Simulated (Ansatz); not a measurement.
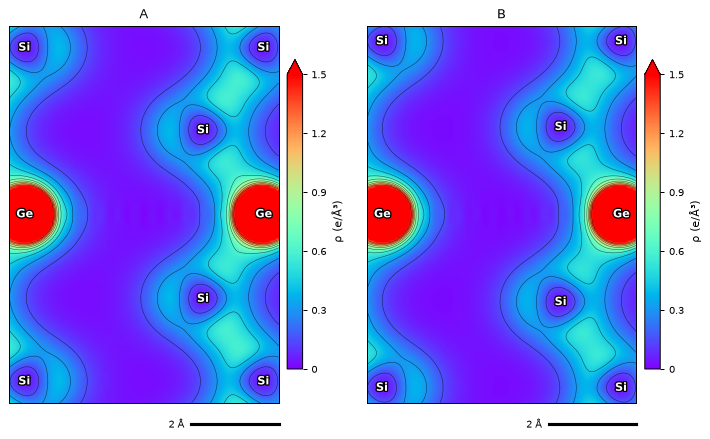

Si7Ge. The valence electron density of two cells that differ in size and shape, on the (110) plane of each (indices in the axes of the calculation cell), at one length scale and on one colour scale; one has 19.8 and the other 21.4 Å³ an atom.

Space group P-42m; a structure from a database of computed crystals, not necessarily the ambient phase.

Theory: Ansatz 0.2.0, DFT PBEsol, scalar-relativistic, plane waves, PAW.

In a PAW calculation such maps are meaningful between the atoms, not at the nuclei.

The larger cell:

```cif
data_structure
_symmetry_space_group_name_H-M 'P 1'
_symmetry_Int_Tables_number 1
_cell_length_a 5.4592
_cell_length_b 5.7321
_cell_length_c 5.4592
_cell_angle_alpha 90.000
_cell_angle_beta 90.000
_cell_angle_gamma 90.000
_cell_volume 170.83
loop_
_atom_site_label
_atom_site_type_symbol
_atom_site_fract_x
_atom_site_fract_y
_atom_site_fract_z
_atom_site_occupancy
Si1 Si 0.25260 0.25260 0.25260 1
Si2 Si 0.00000 0.50000 0.50000 1
Si3 Si 0.50000 0.50000 0.00000 1
Si4 Si 0.50000 0.00000 0.50000 1
Si5 Si 0.74740 0.25260 0.74740 1
Si6 Si 0.74740 0.74740 0.25260 1
Si7 Si 0.25260 0.74740 0.74740 1
Ge1 Ge 0.00000 0.00000 0.00000 1
```

The smaller cell: a = 5.459 Å, b = 5.323 Å, c = 5.459 Å, α = 90.00°, β = 90.00°, γ = 90.00°.

**Which panel shows the smaller cell, and what does the compression change?**

Panel A is the smaller cell, by 7 % in volume. From the larger cell to the smaller, Si–Ge goes from 2.43 to 2.37 Å, and the density at its midpoint from 0.51 to 0.56 e/Å³; Si–Si goes from 2.40 to 2.34 Å, and the density at its midpoint from 0.53 to 0.58 e/Å³; the pressure goes from −4.0 to 2.4 GPa.
